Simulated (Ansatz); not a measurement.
```
Si O
1.0
     0.00000    5.43000    5.43000
     5.43000    0.00000    5.43000
     5.43000    5.43000    0.00000
Si O
16 1
Direct
  0.99506 0.00923 0.99480
  0.10723 0.15450 0.10699
  0.05231 0.97754 0.47774
  0.13322 0.12172 0.62176
  0.01090 0.51047 0.01102
  0.13519 0.63517 0.13534
  0.99516 0.49472 0.50943
  0.10721 0.60667 0.65501
  0.47783 0.97737 0.05222
  0.62204 0.12181 0.13261
  0.50959 0.00901 0.50896
  0.63325 0.13265 0.63328
  0.50925 0.49485 0.99502
  0.65491 0.60669 0.10704
  0.47787 0.55218 0.47768
  0.62216 0.63266 0.62198
  0.33285 0.83227 0.33276
```

PAW files of the earlier set (soft_1); the program warned that a starting moment wasn't kept; spin-polarised, but the moments vanished.

Method: DFT r2SCAN-D3(BJ), scalar-relativistic, plane waves, PAW (Ansatz 0.2.0).

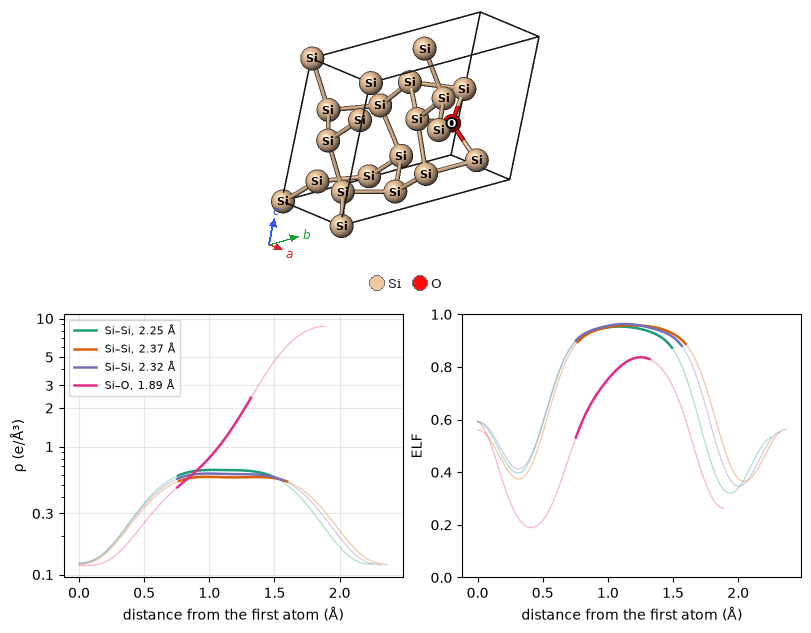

Si16O (cell with a defect). Valence charge density (pseudo) and ELF along straight lines between neighbouring atoms. Thin, pale parts lie inside the atomic spheres. The structure is drawn too.

The density is the valence pseudo-density of a PAW calculation; it isn't the true density close to the nuclei.

### What kind of bonding do the profiles show?

Si–Si (2.25 Å): ρ is about 0.65 e/Å³ halfway; the ELF peaks at about 0.95 between the atoms (a covalent bond).
Si–Si (2.37 Å): ρ is about 0.57 e/Å³ halfway; the ELF peaks at about 0.95 between the atoms (localised, covalent bonding).
Si–Si (2.32 Å): the density is about 0.61 e/Å³ at the midpoint; the ELF peaks at about 0.95 between the atoms: a covalent bond.
Si–O (1.89 Å): ρ is about 0.71 e/Å³ halfway; the ELF peaks at about 0.85 between the atoms; a polar covalent bond.
